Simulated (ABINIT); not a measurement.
# SrO (Fm-3m): how ε∞ follows the gap

The empty bands of SrO (Fm-3m) are shifted up rigidly by Δ, and ε∞ is computed for each shift.

Cell: a, b, c = 3.629, 3.629, 3.629 Å (primitive vectors), 2 atoms.

Method: ABINIT 10.8.3, PBE, independent particles, k-mesh 11×11×11, Lorentzian half width 0.04 eV.

Launch of the response step: `optic optic.abi`. The series took 42 s in all, its band step included, on 4 threads of Arm Neoverse V2, with other jobs on the host.

| Δ (eV) | ε∞ |
| --- | --- |
| 0.00 | 3.865 |
| 0.40 | ? |
| 0.80 | 3.616 |
| 1.20 | 3.510 |
| 1.60 | 3.413 |
| 2.00 | 3.325 |

With one effective transition at E₀ and fixed dipole strength, ε∞ − 1 = A/(E₀ + Δ), so 1/(ε∞ − 1) is linear in Δ.

Working, on the rows shown:

| x = Δ (eV) | y = 1/(ε∞ − 1) |
| --- | --- |
| 0 | 0.34904 |
| 0.8 | 0.382263 |
| 1.2 | 0.398406 |
| 1.6 | 0.414422 |
| 2 | 0.430108 |

Means: x̄ = 1.12, ȳ = 0.39485. Σ(x − x̄)(y − ȳ) = 0.09604, Σ(x − x̄)² = 2.368. Slope = 0.09604 / 2.368 = 0.04056; intercept = ȳ − slope · x̄ = 0.34942. Turned back into ε∞, the line misses the rows shown by at most 0.0031.

Predict the last column of the withheld row from the fit.

At x = 0.4 the line gives y = 0.36565, that is 3.735. The run gave 3.733, so the interpolation is off by 0.0019, 0.3 % of the range in the table.

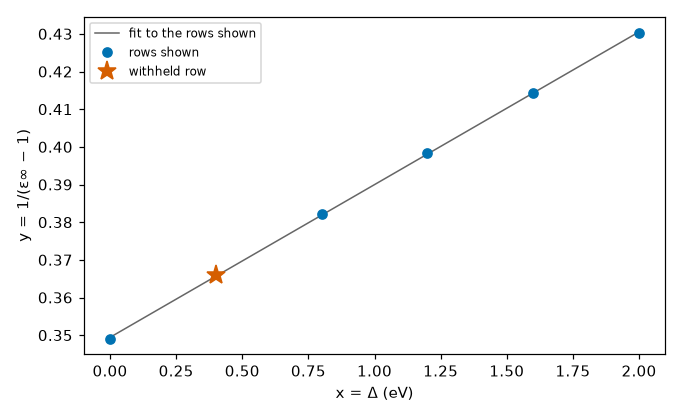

Refitted with all rows, the slope is 0.0405 and the intercept 0.34952. These give E₀ = intercept/slope = 8.6 eV, far above the least direct gap of 3.44 eV: most of the screening comes from transitions well over the edge. Over the first step ε∞ falls by 9 % per eV. The cell comes from an older database entry, whose edges can be off by a per cent or so. Excitons are left out and so are local fields; PBE gaps are as a rule too small. The values come from a sum over the points of one k-mesh and carry its error, which grows as the direct gap shrinks. Spin-orbit coupling is left out.
